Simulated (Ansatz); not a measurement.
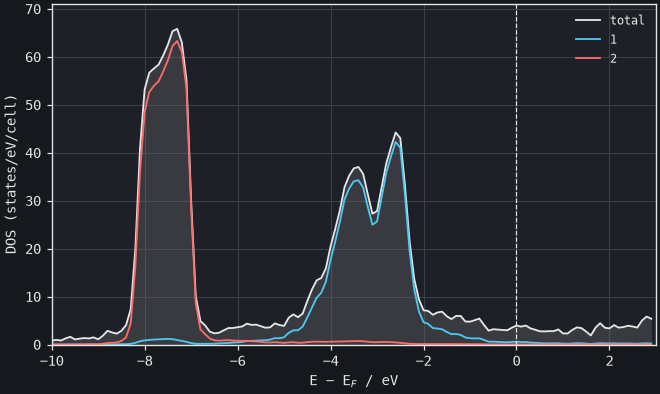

Density of states. Energies are counted from the Fermi level. The partial curves are projected on Löwdin-orthogonalised atomic shells; they sum to less than the total at higher energies, where shells without a projector contribute.

The material is ZnCu (amorphous cell), 14 atoms in the cell.

Method: DFT PBE, scalar-relativistic, plane waves, PAW, no spin polarisation, 4×4×5 k mesh, Gaussian smearing of 0.1 eV (Ansatz).

**Assign each number in the legend. The candidates: Cu 3d, Zn 3d.**

1 is Cu 3d; 2 is Zn 3d.

**What is the density of states at the Fermi level?**

It is a metal. The density of states at the Fermi level is about 3.6 per eV and cell (mean within 0.25 eV), or 0.26 per atom.

The k mesh is coarse for this system.
